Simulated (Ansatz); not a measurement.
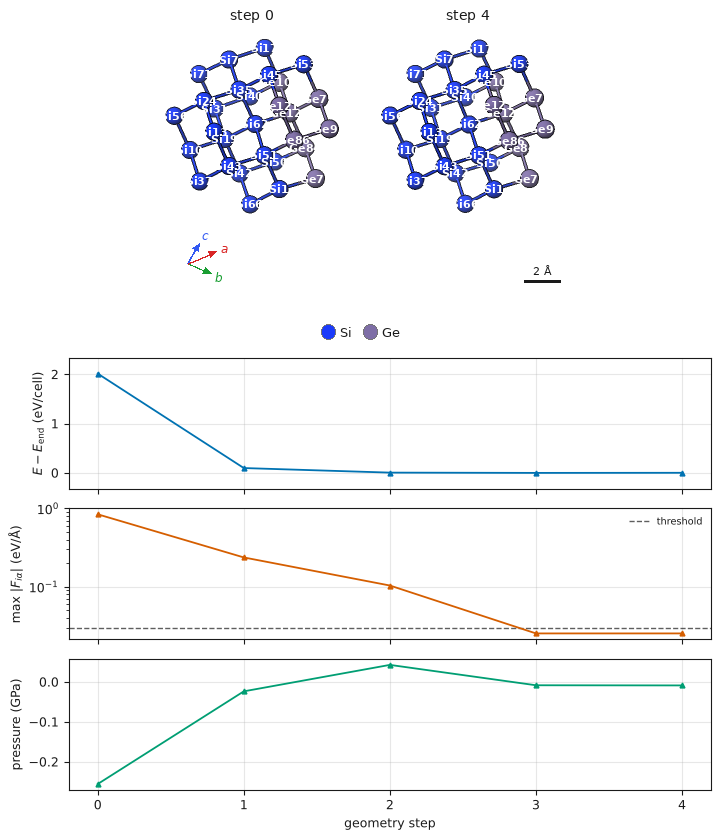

First and last geometry of a relaxation of crystalline Si$_{72}$Ge$_{56}$ (a generated structure, set up in P1), with the history of the run. A ball-and-stick model of the atoms within 5.0 Å of the atom that moves most (axes of the cell of the calculation), seen from a free direction.

Computed with Ansatz 0.2.0, DFT, PBEsol, PAW, plane waves. Set-up: plane-wave cutoff 420 eV; k-point mesh 1 × 1 × 1; mesh shifted by (0.5, 0.5, 0.5); no spin polarisation; cell relaxed at fixed shape; force threshold 0.03 eV/Å; at most 80 steps.

What do the curves and the structures tell?

Answer. It converged. Si62 moves most relative to the cell: 0.11 Å along [−3 −2 −1]. By element the largest moves are Si 0.11 Å, Ge 0.11 Å. The volume changes by −0.5 %, with a = b = c 15.668 → 15.643 Å (−0.2 %). Near-neighbour distances that change, for instance: Si10–Si37 2.457 → 2.374 Å, Si31–Si40 2.429 → 2.363 Å, Ge75–Ge123 2.367 → 2.431 Å, Si31–Si71 2.436 → 2.380 Å. Among the angles between lasting bonds that change: Si10–Si19–Si62 110.9° → 107.0°, Si19–Si62–Si35 108.0° → 111.1°, Ge75–Ge123–Ge102 110.3° → 108.0°. The space group stays P1 (No. 1). Over 4 geometry steps the energy falls by 2.014 eV per cell of the calculation. Largest force component: 0.84 eV/Å at the start, 0.025 eV/Å at the end. The pressure goes from −0.26 to −0.01 GPa.
